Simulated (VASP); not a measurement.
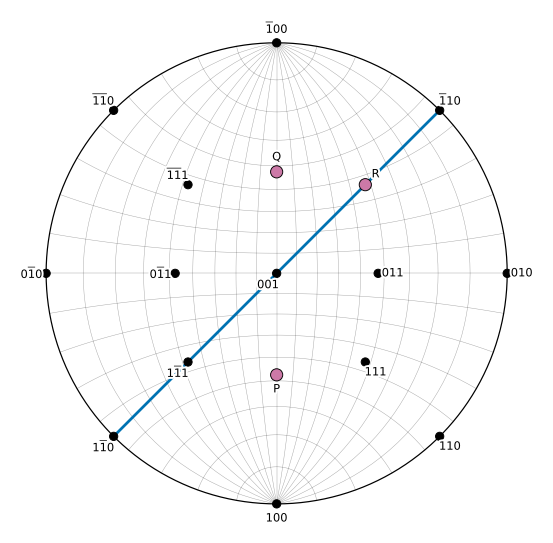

Stereographic projection of plane normals (upper hemisphere) centred on (0 0 1). Crystal: BaTiO3, coordinates from a relaxation with VASP Kohn-Sham DFT of a periodic cell, revPBE, VASP PAW PBE potentials, recommended in VASP 6.6.1. Symmetry computed with spglib at a tolerance of 0.002 Å; standard conventional cell.

a = 4.002 Å, b = 4.002 Å, c = 4.370 Å, α = 90.00°, β = 90.00°, γ = 90.00°.

Question: Index the poles marked P, Q, R.

Answer: P is (1 0 1), 47.5° from the centre; Q is (−1 0 1), 47.5° from the centre; R is (−1 1 1), 57.1° from the centre.

Question: Which zone does the coloured great circle trace?

Answer: The zone [1 1 0]: its poles satisfy h + k = 0.

Question: What is the angle between the normals of (1 0 1) and (1 −1 1), and what are their d_hkl = 1/|g|?

Answer: 36.4°; d = 2.951 Å and 2.375 Å.
